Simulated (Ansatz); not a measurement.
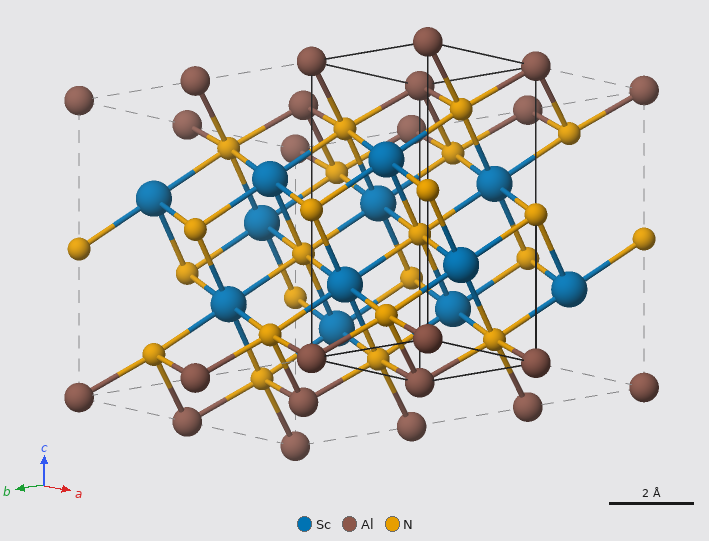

The image is a ball-and-stick drawing of a crystal, viewed from a general direction. A block of 2×3×1 cells is shown, with one conventional unit cell in solid outline.

Sc$_{2}$AlN$_{3}$, space group P-3m1 (No. 164), a = 3.10 Å, b = 3.10 Å, c = 7.54 Å, α = 90.00°, β = 90.00°, γ = 120.00°.

Results below were computed with Ansatz 0.2.0, DFT PBE, scalar-relativistic, plane waves, PAW; the settings were wavefunction cutoff 420 eV, k-grid 12×12×6, Gaussian smearing of 0.02 eV, no spin polarisation.

What is the band gap, if any?

A semiconductor at this level, with a gap of 0.42 eV on the k-mesh (the true edges may lie between mesh points, so the gap can be somewhat smaller).

Its origin is a structure type filled with these elements by a generator (whether the compound takes this form wasn't checked). The geometry is the end of a relaxation with DFT PBE, scalar-relativistic, plane waves, PAW in Ansatz 0.2.0.
